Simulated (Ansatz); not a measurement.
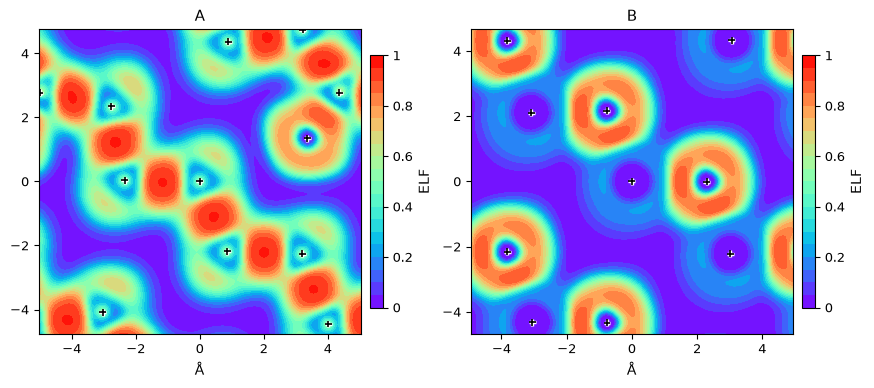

The electron localisation function of 2 systems, each on a plane through atoms (crosses mark nuclei in the plane).

Theory: DFT LDA, scalar-relativistic, plane waves, PAW (Ansatz).

System 1: Zn$_{15}$S$_{16}$ (cell charge −2, with a compensating background) (cell with a defect), the (010) plane of the calculation cell. 

```
Zn S
1.0
    -5.29685    5.29685    5.29685
     5.29685   -5.29685    5.29685
     5.29685    5.29685   -5.29685
Zn S
15 16
Direct
  0.50000 0.25123 0.25967
  0.50000 0.50000 0.00000
  0.75123 0.75967 0.50000
  0.50000 0.75967 0.75123
  0.75123 0.00000 0.25967
  0.74033 0.24033 0.99156
  0.00000 0.50000 0.50000
  0.74033 0.49156 0.74033
  0.00844 0.74877 0.24877
  0.00000 0.00000 0.00000
  0.25967 0.25123 0.50000
  0.99156 0.24033 0.74033
  0.24877 0.50844 0.24877
  0.24877 0.74877 0.00844
  0.25967 0.00000 0.75123
  0.73858 0.00000 0.50000
  0.74944 0.24944 0.24998
  0.75002 0.49945 0.99945
  0.00055 0.75056 0.50000
  0.74944 0.74998 0.74944
  0.00055 0.00000 0.25056
  0.99945 0.25002 0.99945
  0.25056 0.50055 0.50000
  0.99945 0.49945 0.75002
  0.26142 0.76142 0.26142
  0.25056 0.00000 0.00055
  0.50000 0.23858 0.50000
  0.24998 0.24944 0.74944
  0.50000 0.50055 0.25056
  0.50000 0.75056 0.00055
  0.50000 0.00000 0.73858
```

System 2: Si$_{32}$C (cell with a defect), the (100) plane of the calculation cell. 

Which map belongs to which system?

Panel A is system 2, Si$_{32}$C: the plane holds Si and C. Si–C (1.74 Å): the ELF peaks at about 0.90 between the atoms. Panel B is system 1, Zn$_{15}$S$_{16}$: the plane holds Zn and S. Zn–S (2.30 Å): the ELF peaks at about 0.90 in the valence shell of S, 0.9 Å from its nucleus, and is about 0.55 at the midpoint.
